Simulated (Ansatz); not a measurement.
# What a change does: single-point calculation on Sr₈Ti₈O₂₄

System: Sr₈Ti₈O₂₄ (Pm-3m, 40 atoms in the cell).
Method of run A: DFT, r2SCAN, PAW, plane waves (Ansatz 0.2.0).

The structure was built on a prototype by a generator; it need not be a known phase. Text and figures count atoms from 1; the logs count them from 0 in places.

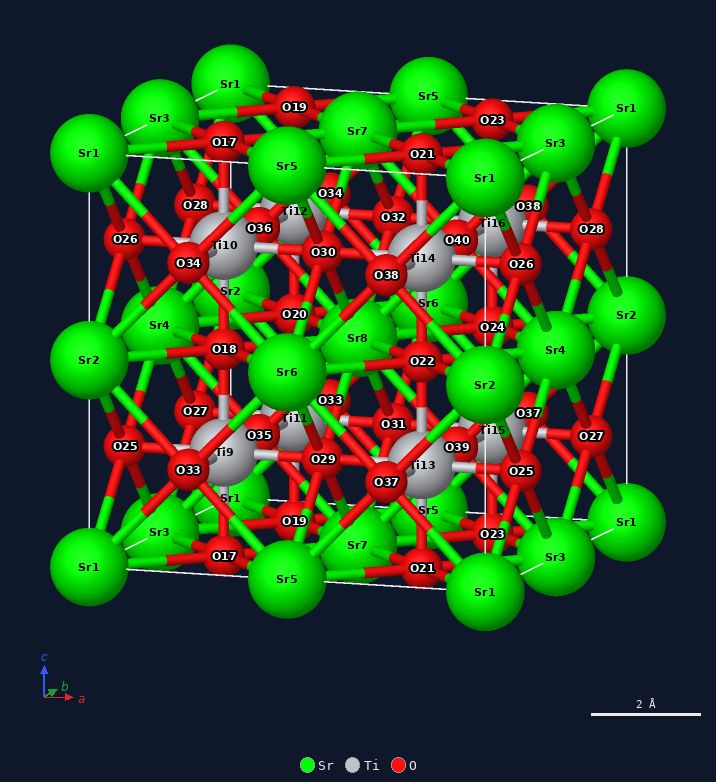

Fig. 1: The input geometry (ball-and-stick view of the cell of the calculation, seen slightly off an axis; atoms are numbered from 1 in the order of the input).

Input, run A:
```yaml
crystal:
  lattice:
    - [7.782821, 0.000000, 0.000000]
    - [0.000000, 7.782821, 0.000000]
    - [0.000000, 0.000000, 7.782821]
  atoms:
    - { symbol: Sr, position: [0.000000, 0.000000, 0.000000] }
    - { symbol: Sr, position: [0.000000, 0.000000, 0.500000] }
    - { symbol: Sr, position: [0.000000, 0.500000, 0.000000] }
    - { symbol: Sr, position: [0.000000, 0.500000, 0.500000] }
    - { symbol: Sr, position: [0.500000, 0.000000, 0.000000] }
    - { symbol: Sr, position: [0.500000, 0.000000, 0.500000] }
    - { symbol: Sr, position: [0.500000, 0.500000, 0.000000] }
    - { symbol: Sr, position: [0.500000, 0.500000, 0.500000] }
    - { symbol: Ti, position: [0.250000, 0.250000, 0.250000] }
    - { symbol: Ti, position: [0.250000, 0.250000, 0.750000] }
    - { symbol: Ti, position: [0.250000, 0.750000, 0.250000] }
    - { symbol: Ti, position: [0.250000, 0.750000, 0.750000] }
    - { symbol: Ti, position: [0.750000, 0.250000, 0.250000] }
    - { symbol: Ti, position: [0.750000, 0.250000, 0.750000] }
    - { symbol: Ti, position: [0.750000, 0.750000, 0.250000] }
    - { symbol: Ti, position: [0.750000, 0.750000, 0.750000] }
    - { symbol: O, position: [0.250000, 0.250000, 0.000000] }
    - { symbol: O, position: [0.250000, 0.250000, 0.500000] }
    - { symbol: O, position: [0.250000, 0.750000, 0.000000] }
    - { symbol: O, position: [0.250000, 0.750000, 0.500000] }
    - { symbol: O, position: [0.750000, 0.250000, 0.000000] }
    - { symbol: O, position: [0.750000, 0.250000, 0.500000] }
    - { symbol: O, position: [0.750000, 0.750000, 0.000000] }
    - { symbol: O, position: [0.750000, 0.750000, 0.500000] }
    - { symbol: O, position: [0.000000, 0.250000, 0.250000] }
    - { symbol: O, position: [0.000000, 0.250000, 0.750000] }
    - { symbol: O, position: [0.000000, 0.750000, 0.250000] }
    - { symbol: O, position: [0.000000, 0.750000, 0.750000] }
    - { symbol: O, position: [0.500000, 0.250000, 0.250000] }
    - { symbol: O, position: [0.500000, 0.250000, 0.750000] }
    - { symbol: O, position: [0.500000, 0.750000, 0.250000] }
    - { symbol: O, position: [0.500000, 0.750000, 0.750000] }
    - { symbol: O, position: [0.250000, 0.000000, 0.250000] }
    - { symbol: O, position: [0.250000, 0.000000, 0.750000] }
    - { symbol: O, position: [0.250000, 0.500000, 0.250000] }
    - { symbol: O, position: [0.250000, 0.500000, 0.750000] }
    - { symbol: O, position: [0.750000, 0.000000, 0.250000] }
    - { symbol: O, position: [0.750000, 0.000000, 0.750000] }
    - { symbol: O, position: [0.750000, 0.500000, 0.250000] }
    - { symbol: O, position: [0.750000, 0.500000, 0.750000] }
  symmetry: { detect: false }
kpoints:
  mp_grid: { grid: [1, 1, 1], shift: [0.25, 0.25, 0.25] }
hamiltonian:
  xc: r2scan
scf:
  occupations: { method: fermi_dirac, width: 0.01 }
output:
  forces: true
  eigenvalues: true
  populations: true
  eigenstates: { kpoints: [[0.25, 0.25, 0.25]], e_range: [-6.0, 6.0], localisation: true }
```

Hardware: 8 CPU threads, shared host.

Output, shortened to warnings, some set-up lines, iterations and results (run A):
```
Basis set: ecut = 500 eV, 11981 PW (Γ), exchange–correlation on 240×240×240 points (64 copies of the dense FFT grid, shifted against one another)
Symmetry: 1 space group operations
k-points: 1
Initial density: superposition of atomic densities (neutral atoms: chi_scale 0, normalization atom), corrected by the library's trained network
[...]
SCF iter   1: F=—  HF=-62196.973104 eV  |F-HF|=—  |Δ(HF+E_count)|=         —  Δρ=1.96e-2  dr2=2.17e0  dr2_τ=2.04e0  ethr=1.77e-3  ⟨swp⟩=7.0  Hψ=879  notcnv=0  defer=5
SCF iter   2: F=—  HF=-62197.877365 eV  |F-HF|=—  |Δ(HF+E_count)|=   9.04e-1  Δρ=8.68e-3  dr2=1.52e-1  dr2_τ=9.90e-2  ethr=6.78e-4  ⟨swp⟩=3.0  Hψ=394  notcnv=0  defer=34
SCF iter   3: F=—  HF=-62197.866769 eV  |F-HF|=—  |Δ(HF+E_count)|=   1.06e-2  Δρ=3.54e-3  dr2=3.08e-2  dr2_τ=3.01e-3  ethr=4.76e-5  ⟨swp⟩=3.0  Hψ=291  notcnv=0  defer=34
SCF iter   4: F=—  HF=-62197.866488 eV  |F-HF|=—  |Δ(HF+E_count)|=   2.81e-4  Δρ=1.18e-3  dr2=3.82e-3  dr2_τ=7.11e-4  ethr=9.62e-6  ⟨swp⟩=2.0  Hψ=250  notcnv=0  defer=34
SCF iter   5: F=—  HF=-62197.866588 eV  |F-HF|=—  |Δ(HF+E_count)|=   1.00e-4  Δρ=2.35e-4  dr2=1.74e-4  dr2_τ=1.67e-5  ethr=1.19e-6  ⟨swp⟩=2.0  Hψ=232  notcnv=0  defer=34
SCF iter   6: F=—  HF=-62197.864457 eV  |F-HF|=—  |Δ(HF+E_count)|=   2.13e-3  Δρ=5.47e-5  dr2=1.51e-5  dr2_τ=1.32e-6  ethr=5.45e-8  ⟨swp⟩=2.0  Hψ=285  notcnv=0  defer=34
SCF iter   7: F=—  HF=-62197.864915 eV  |F-HF|=—  |Δ(HF+E_count)|=   4.59e-4  Δρ=1.74e-5  dr2=1.26e-6  dr2_τ=1.58e-7  ethr=4.72e-9  ⟨swp⟩=2.0  Hψ=298  notcnv=0  defer=34
SCF iter   8: F=—  HF=-62197.864915 eV  |F-HF|=—  |Δ(HF+E_count)|=   1.02e-7  Δρ=7.89e-6  dr2=3.20e-7  dr2_τ=1.94e-8  ethr=3.92e-10  ⟨swp⟩=2.0  Hψ=282  notcnv=0  defer=34
SCF iter   9: F=-62197.864915 eV  HF=-62197.864915 eV  |F-HF|=8.26e-9  |Δ(HF+E_count)|=   2.34e-8  Δρ=1.66e-6  dr2=1.13e-8  dr2_τ=1.61e-9  ethr=3.13e-11  ⟨swp⟩=13.0  Hψ=1026  …
SCF 1 converged in 9 iterations: F = -62197.864915 eV  dr2 = 1.13e-8
NSCF: frozen V_eff on 1 k-points
SCF converged after 9 iterations
Free energy (F): -62197.864915 eV
Harris-Foulkes:  -62197.864915 eV  (|F-HF|=8.26e-9)
Internal energy: -62197.864915 eV  (E = F + TS)
E sigma→0 (E₀):  -62197.864915 eV
Fermi energy:    11.123347 eV
--- Per-component energies (eV) ---
  E_band       = -1881.527967
  E_kinetic    = 8425.720188
  E_local      = -18950.510195  (includes V_loc(G=0)·N_el)
  E_nonlocal   = 2756.500610
  E_hartree    = 6638.061086
  E_xc         = -3856.014311
  E_vxc        = -5078.729694  (∫ρ·V_xc dr)
  E_paw        = -33996.492517  (= ΣΔE_a)
  E_vpaw       = -2623.337624  (= ΣTr[D̂ρ^β])
  E_aug_tail   = 0.026229  (compensation charges beyond the density's cutoff)
  E_vtau       = 312.679474  (kinetic-family band-sum trace: ∫τ·v_τ [+ j·A + Jᵃ·Aᵃ] dr)
  E_ewald      = -23211.193474
  E_core_change = -3.962531  (= ΣΔE_core)
  E_smearing   = -0.000000  (= −TS)
  E_closure    = 0.000000  (closes the sum)
  Σ components = -62197.864915   (vs F -62197.864915, Δ=0.00e0)
--- Forces (eV/Å), atoms counted from 1 ---
  atom   1  Sr     0.00000165     0.00000134     0.00000127
  atom   2  Sr     0.00000126     0.00000126    -0.00000153
  atom   3  Sr     0.00000167    -0.00000145     0.00000031
  atom   4  Sr     0.00000129    -0.00000123    -0.00000043
  atom   5  Sr    -0.00000187     0.00000170     0.00000106
  atom   6  Sr    -0.00000154     0.00000156    -0.00000108
  atom   7  Sr    -0.00000204    -0.00000172     0.00000009
  atom   8  Sr    -0.00000156    -0.00000154    -0.00000018
  atom   9  Ti    -0.00000011    -0.00000023    -0.00000019
  atom  10  Ti     0.00000015     0.00000002     0.00000028
  atom  11  Ti    -0.00000001     0.00000023    -0.00000018
  atom  12  Ti     0.00000008     0.00000002     0.00000011
  atom  13  Ti     0.00000002    -0.00000018    -0.00000005
  atom  14  Ti    -0.00000011    -0.00000004     0.00000019
  atom  15  Ti     0.00000003     0.00000019    -0.00000010
  atom  16  Ti     0.00000007     0.00000006     0.00000004
  atom  17  O     -0.00000001     0.00000013    -0.00000448
  atom  18  O     -0.00000007     0.00000005     0.00000447
  atom  19  O     -0.00000000    -0.00000006    -0.00000279
  atom  20  O     -0.00000003    -0.00000012     0.00000281
  atom  21  O     -0.00000000     0.00000006    -0.00000210
  atom  22  O      0.00000008     0.00000012     0.00000207
  atom  23  O      0.00000002    -0.00000010    -0.00000163
  atom  24  O      0.00000009    -0.00000008     0.00000165
  atom  25  O     -0.00000420     0.00000010     0.00000004
  atom  26  O     -0.00000184     0.00000005    -0.00000009
  atom  27  O     -0.00000635    -0.00000005     0.00000005
  atom  28  O     -0.00000522    -0.00000011    -0.00000006
[...]
```

Run B used a changed input.

The two runs side by side:

| quantity | run A | run B |
| --- | --- | --- |
| outcome | converged | converged |
| free energy per atom (eV) | −1554.9466 | −1551.2476 |
| largest force (eV/Å) | 0.000 | 0.000 |
| SCF iterations | 9 | 18 |
| irreducible k-points | 1 | 1 |
| plane waves at Γ | 11981 | 9171 |
| wall time (shared host) | 4.5 s | 14 s |

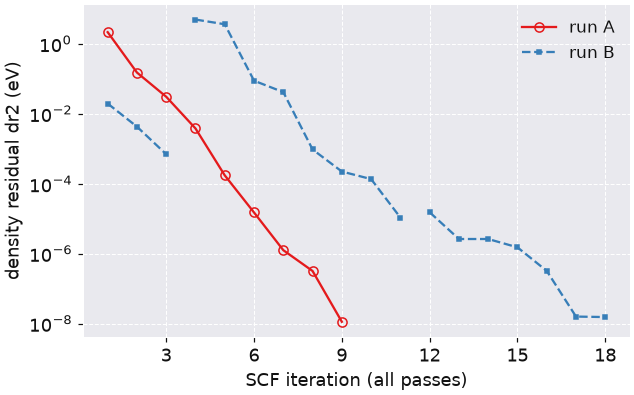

Fig. 2: Convergence of the two runs: density residual dr2 against the SCF iteration. A break in a curve parts two SCF passes. Run A takes 9 iterations in all, and run B takes 18.

What was changed in the input?

The change (lines with − go, lines with + come):
```diff
-  xc: r2scan
+  xc: hse06
```

The total energies belong to different methods, so their difference says nothing on which is more stable or more accurate. The functional changes from r2SCAN to HSE06. The SCF takes 18 iterations against 9. The default cutoff goes from 500 to 420 eV with the change. The plane waves at Γ go from 11981 to 9171.

Output, shortened to warnings, some set-up lines, iterations and results (run B):
```
Basis set: ecut = 420 eV, 9171 PW (Γ), exchange–correlation on 108×108×108 points (8 copies of the dense FFT grid, shifted against one another)
Symmetry: 1 space group operations
k-points: 1
Initial density: superposition of atomic densities (neutral atoms: chi_scale 0, normalization atom), corrected by the library's trained network
[...]
SCF iter   1: F=—  HF=-62035.739787 eV  |F-HF|=—  |Δ(HF+E_count)|=         —  Δρ=2.89e-3  dr2=1.97e-2  ethr=1.77e-3  ⟨swp⟩=10.0  Hψ=889  notcnv=0
SCF iter   2: F=—  HF=-62035.749211 eV  |F-HF|=—  |Δ(HF+E_count)|=   9.42e-3  Δρ=1.35e-3  dr2=4.30e-3  ethr=6.17e-6  ⟨swp⟩=10.0  Hψ=752  notcnv=0
SCF iter   3: F=-62035.749516 eV  HF=-62035.750015 eV  |F-HF|=4.99e-4  |Δ(HF+E_count)|=   8.04e-4  Δρ=4.54e-4  dr2=6.98e-4  ethr=1.34e-6  ⟨swp⟩=4.0  Hψ=490  notcnv=0
SCF 1 stopped early in 3 iterations: F = -62035.749516 eV  dr2 = 6.98e-4
SCF iter   1: F=—  HF=-62051.033358 eV  |F-HF|=—  |Δ(HF+E_count)|=         —  Δρ=2.68e-2  dr2=4.98e0  ethr=2.18e-6  ⟨swp⟩=12.0  Hψ=1036  notcnv=0
[... 11 lines ...]
SCF iter   4: F=—  HF=-62049.902137 eV  |F-HF|=—  |Δ(HF+E_count)|=   2.48e-7  Δρ=1.19e-5  dr2=1.52e-6  ethr=5.40e-10  ⟨swp⟩=4.0  Hψ=481  notcnv=0
SCF iter   5: F=—  HF=-62049.902137 eV  |F-HF|=—  |Δ(HF+E_count)|=   2.76e-7  Δρ=5.17e-6  dr2=3.22e-7  ethr=4.51e-10  ⟨swp⟩=2.0  Hψ=360  notcnv=0
SCF iter   6: F=—  HF=-62049.902137 eV  |F-HF|=—  |Δ(HF+E_count)|=   5.05e-8  Δρ=1.09e-6  dr2=1.59e-8  ethr=7.74e-11  ⟨swp⟩=4.0  Hψ=429  notcnv=0
SCF iter   7: F=-62049.902137 eV  HF=-62049.902137 eV  |F-HF|=1.36e-8  |Δ(HF+E_count)|=   9.87e-8  Δρ=1.77e-6  dr2=1.54e-8  ethr=6.73e-12 (applied; sched 3.11e-12)  ⟨swp⟩=5.0 …
SCF 3 converged in 7 iterations: F = -62049.902137 eV  dr2 = 1.54e-8
  Residual-converged pass: ⟨swp⟩=3.0  Hψ=363  notcnv=0  max |occ|·‖R‖ = 1.9e-6 eV (tolerance 2.0e-6 eV)  dr2=1.54e-8  dr2_onsite=1.15e-9  max |Δocc| = 0.0e0
hybrid outer 2: dexx = +6.703e-6 eV, tail = 9.05e-8 eV, Δε = 1.57e-3 eV (about 2.91e-5 eV left of the loop's levels), ΔF = 9.09e-4 eV/Å (tail 4.10e-4)
NSCF: frozen V_eff on 1 k-points
hybrid SCF converged: 2 outer / 15 inner (+3 warm-up), last move |dexx| = 6.70e-6 eV, tail = 9.05e-8 eV
Stability not checked: this state was not tested for a lower state beside it, because the functional holds exact exchange (a hybrid, or Hartree-Fock), whose exchange loop this test does not read (fock_operator; see scf.lower_state_search)
Free energy (F): -62049.902137 eV
Harris-Foulkes:  -62049.902137 eV  (|F-HF|=1.36e-8)
Internal energy: -62049.902137 eV  (E = F + TS)
E sigma→0 (E₀):  -62049.902137 eV
Fermi energy:    11.001621 eV
--- Per-component energies (eV) ---
  E_band       = -2281.672645
  E_kinetic    = 8413.181624
  E_local      = -18869.131455  (includes V_loc(G=0)·N_el)
  E_nonlocal   = 2728.390744
  E_hartree    = 6590.024670
  E_xc         = -3189.015177
  E_vxc        = -3653.299637  (∫ρ·V_xc dr)
  E_exx        = -975.280694  (= α·E_x^exact, valence–valence)
  E_paw        = -33531.947394  (= ΣΔE_a)
  E_vpaw       = -2130.363760  (= ΣTr[D̂ρ^β])
  E_aug_tail   = 0.060482  (compensation charges beyond the density's cutoff)
  E_ewald      = -23211.193474
  E_core_change = -4.991463  (= ΣΔE_core)
  E_smearing   = -0.000000  (= −TS)
  E_closure    = -0.000000  (closes the sum)
  Σ components = -62049.902137   (vs F -62049.902137, Δ=-7.28e-12)
--- Forces (eV/Å), atoms counted from 1 ---
  atom   1  Sr    -0.00000610     0.00000318    -0.00000528
  atom   2  Sr    -0.00000855     0.00000728     0.00000530
  atom   3  Sr     0.00000008    -0.00000261    -0.00000130
  atom   4  Sr    -0.00000235    -0.00000539     0.00000151
  atom   5  Sr     0.00000621    -0.00000008    -0.00000283
  atom   6  Sr     0.00000764     0.00000355     0.00000277
  atom   7  Sr     0.00000077     0.00000164     0.00000024
  atom   8  Sr     0.00000305    -0.00000283     0.00000024
  atom   9  Ti    -0.00001182     0.00004066     0.00001755
  atom  10  Ti    -0.00001926    -0.00000998    -0.00001756
  atom  11  Ti    -0.00000340    -0.00004034    -0.00002762
  atom  12  Ti     0.00000463     0.00000126     0.00001684
  atom  13  Ti     0.00000215    -0.00000963     0.00000311
  atom  14  Ti     0.00002773    -0.00001194    -0.00001246
  atom  15  Ti     0.00000092     0.00001795     0.00000921
  atom  16  Ti    -0.00000411     0.00000752    -0.00001031
  atom  17  O      0.00000305    -0.00000011     0.00003856
  atom  18  O      0.00000142    -0.00000000    -0.00003972
[...]
```

For both runs: The k-point mesh is coarse for a cell of this size, so the results may not be converged.
